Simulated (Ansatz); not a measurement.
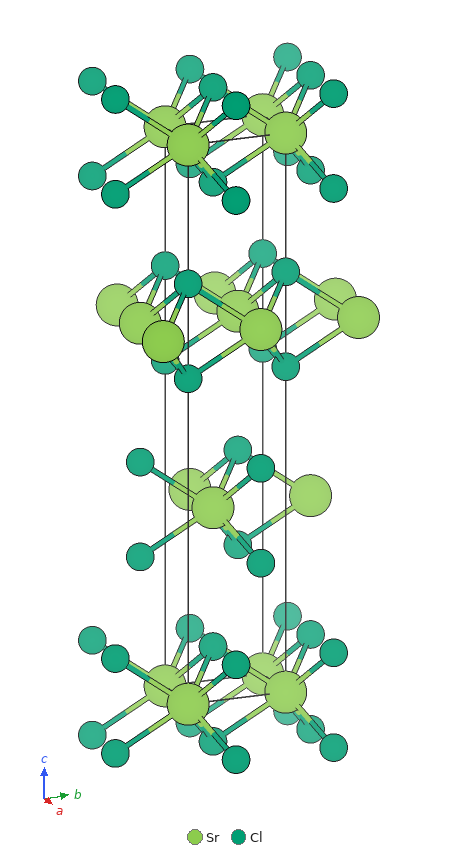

Structure drawing (ball-and-stick), viewed slightly off an axis. The conventional unit cell is drawn as a box. Atoms just outside the outline that bond to atoms inside are added.

SrCl2, space group R3m (No. 160), a = 4.338 Å, b = 4.338 Å, c = 19.141 Å, α = 90.00°, β = 90.00°, γ = 120.00°. Origin of the cell: a structure type filled with these elements by a generator (whether the compound takes this form wasn't checked). The cell was then strained or its atoms displaced on purpose. It was run through Ansatz as a DFT input.

This one geometry was computed with Ansatz (DFT, plane waves, PAW) at three levels of theory: PBE, HSE06 and r2SCAN.

How does the band gap change with the level of theory?

PBE: a gap of 4.11 eV, direct; r2SCAN: a gap of 4.63 eV, direct; HSE06: a gap of 5.33 eV, direct.

Collect the results in a table.

| level | cutoff (eV) | k-mesh of the run's cell | gap (eV) | pressure (GPa) |
| --- | --- | --- | --- | --- |
| PBE | 420 | 8×8×8 | 4.11 | -0.8 |
| HSE06 | 420 | 6×6×6 | 5.33 | -1.2 |
| r2SCAN | 500 | 8×8×8 | 4.63 | -1.3 |

Gaps are taken on the k-mesh or band path of each run.
